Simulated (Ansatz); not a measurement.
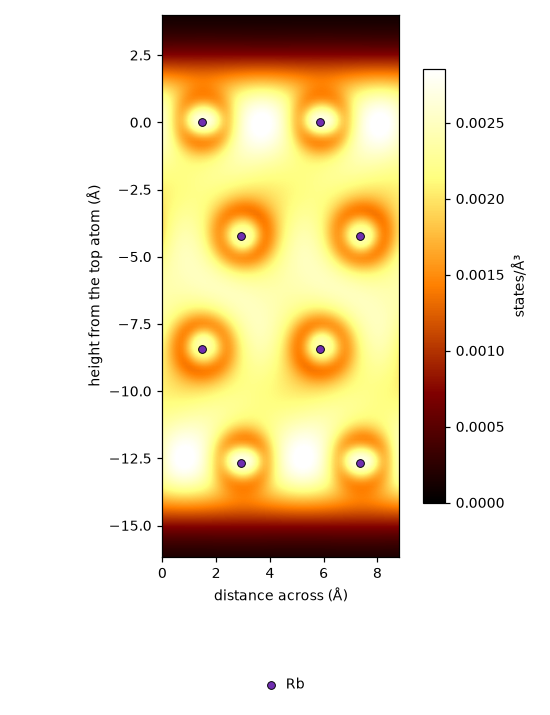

Density of all states between −0.50 and −0.25 eV (zero: the Fermi level) of Rb(001) (P6_3/mmc bulk, the cell from a database of computed structures, not from a measurement, 4 atomic planes (those closer than 0.6 Å count as one), 13 Å): side view, averaged along the second cell vector.

The picture shows the smooth PAW orbitals' density alone; the shares below count all of it.

Method: DFT PBE, scalar-relativistic, plane waves, PAW in Ansatz 0.2.0. Cutoff 420 eV, 21 × 21 k-points, Gaussian smearing 0.1 eV, dipole correction. The slab is a cut without reconstruction beyond its cell, at the source's lattice constants, with its lower half held fixed and the rest relaxed. This isn't the element's usual bcc form. No spin polarisation. The run warns that the functional's potential is rough in the thin density of the vacuum, where the tip is; weak contrasts and barriers may feel it.

### Where in the slab do these states sit?

The window holds 0.82 states per cell. Shares by plane (space cut midway between planes), top to bottom: Rb 26 %, Rb 24 %, Rb 24 %, Rb 26 %; the outer planes' shares include the vacuum, and density in a gap between layers is shared out between the planes on either side. The states spread through the slab.
